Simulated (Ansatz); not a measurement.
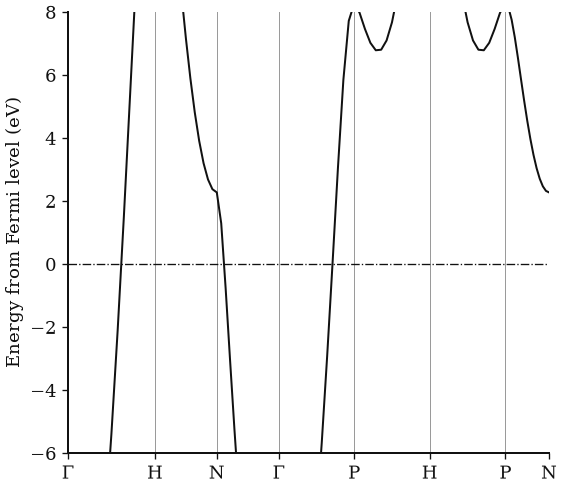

Band structure. Energies are counted from the Fermi level. The path runs straight from each named point to the next.

### Which Bravais lattice do the labels of the path belong to?

A body-centred cubic lattice: the path Γ–H–N–Γ–P–H–P–N runs through the special points of its Brillouin zone.

System: H, space group Im-3m, 1 atom in the cell.

```yaml
crystal:
  lattice:
    - [-0.90518, 0.90518, 0.90518]
    - [0.90518, -0.90518, 0.90518]
    - [0.90518, 0.90518, -0.90518]
  atoms:
    - { symbol: H, position: [0.00000, 0.00000, 0.00000] }
```

Computed with Ansatz 0.2.0: DFT, PBE, all-electron LAPW, scalar-relativistic, no spin polarisation, 20×20×20 k mesh, Fermi-Dirac smearing of 0.05 eV.

### Metal, semiconductor or insulator?

A metal: 1 band crosses the Fermi level along this path.

### On which lines of the path do bands cross the Fermi level?

Bands cross the Fermi level on Γ–H, N–Γ and Γ–P, and not on H–N, P–H, H–P and P–N.
